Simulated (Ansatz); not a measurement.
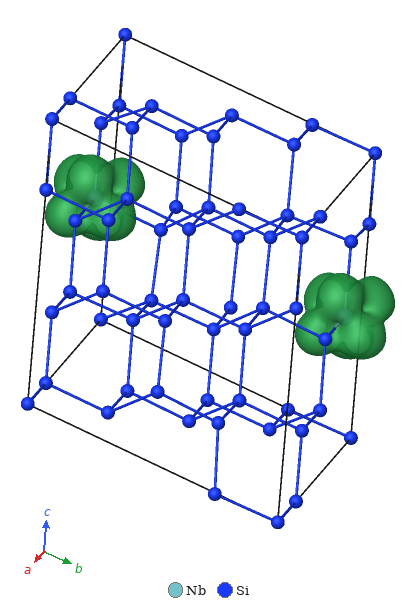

NbSi₃₁ (cell with a defect). Isosurface of the magnetisation density (up minus down) at +0.015 e/Å³ (green), seen slightly off an axis. Sticks mark near contacts.

Spin-polarised.

Computed with Ansatz, DFT PBEsol, scalar-relativistic, plane waves, PAW.

In a PAW calculation such maps are meaningful between the atoms, not at the nuclei.

### Which atoms carry the moments, and with what signs?

The spin density sits on Nb: +0.4 μB in one cell of 32 atoms: with much of the spin spread outside that site. The cell of the calculation (32 atoms) carries 1.0 μB of net spin moment.
